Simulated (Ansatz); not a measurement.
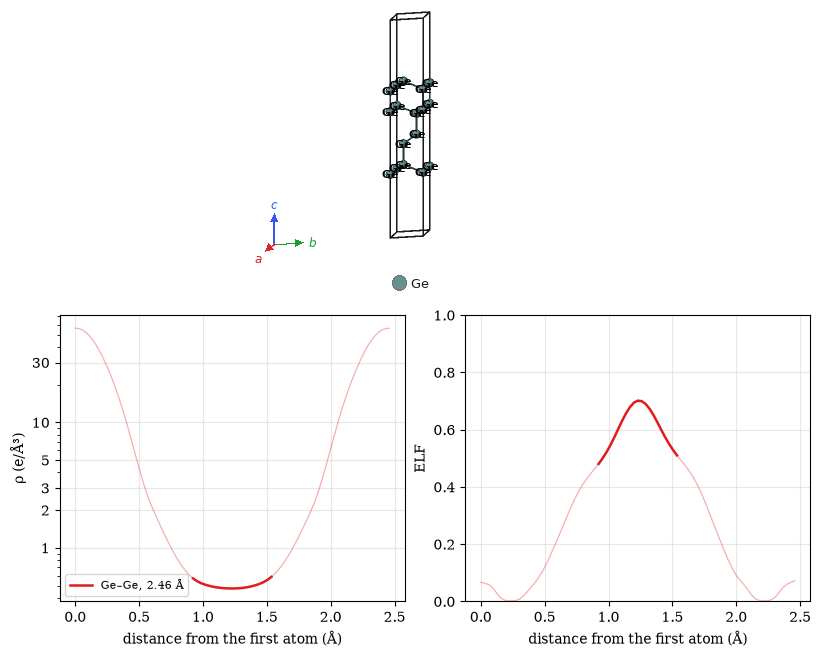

The picture shows: Ge (slab). Valence pseudo-density and electron localisation function along straight lines between neighbouring atoms. Thin, pale parts lie inside the atomic spheres. The structure is drawn too.

Not relaxed (largest force 0.4 eV/Å).

Computed with Ansatz 0.2.0, DFT PBEsol, scalar-relativistic, plane waves, PAW.

Core electrons are frozen (PAW), and the valence fields are smoothed inside the atomic spheres.

Q: What can be read from the curves?

A: Ge–Ge (2.46 Å): the density is about 0.47 e/Å³ at the midpoint; the ELF peaks at about 0.70 between the atoms.
